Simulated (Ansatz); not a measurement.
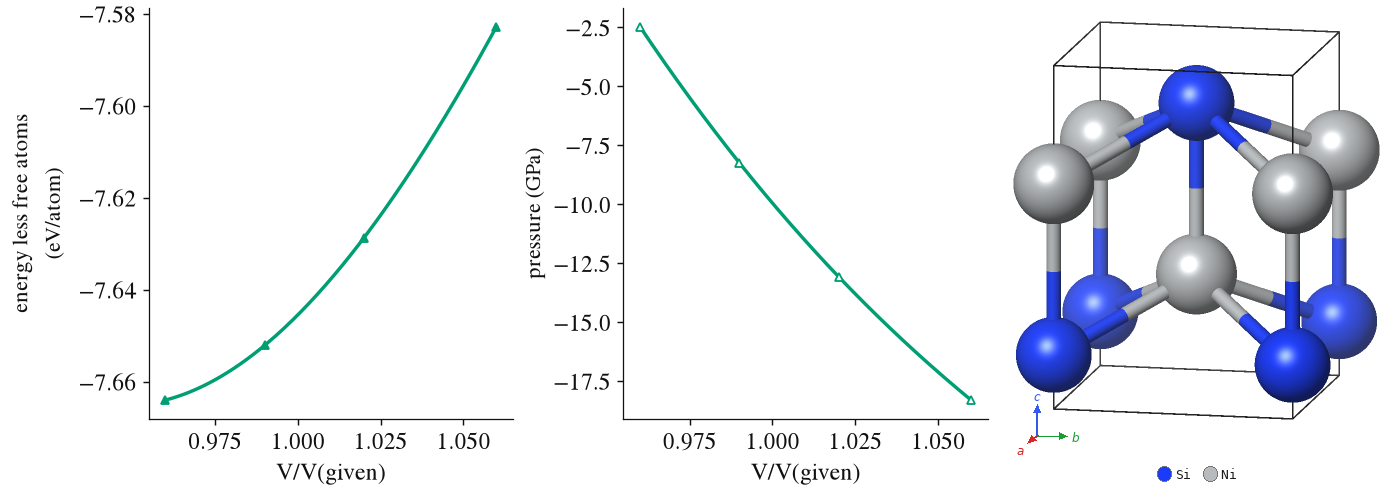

The picture above shows the energy less free atoms and pressure against V/V(given) for SiNi, space group Pmmn (No. 59). The conventional cell is drawn beside the plot.

Cell as given: a = 3.027 Å, b = 3.273 Å, c = 4.698 Å, α = 90.00°, β = 90.00°, γ = 90.00°; 4 atoms.

How it was computed, with Ansatz 0.2.0: periodic Kohn-Sham DFT of a crystal at fixed atoms, scaled to the stated factor times the given cell; pressure positive in compression, energy less spherical unpolarised free atoms. Level: LDA, collinear spin. The state reached is without moments.

- method: all-electron LAPW
- relativity: scalar
- k mesh: 11×10×7
- occupations: Fermi–Dirac
- smearing width: 0.05 eV
- basis error target: 1 (meV/atom)
- nucleus: Gaussian

V(given) is 11.64 Å³/atom.

**Read off the course of the energy less free atoms.**

It rises from −7.6640 eV/atom at V/V(given) 0.96 to −7.5828 eV/atom at 1.06.

**Read off the course of the pressure.**

It falls from −2.5 GPa at V/V(given) 0.96 to −18.3 GPa at 1.06.

Note: the volumes run don't bracket the minimum of the energy, so any equilibrium value is extrapolated; run without spin, though Ni often carries a moment; shape and atomic fractions are frozen while scaling, which makes layered, chain and framework solids too stiff.
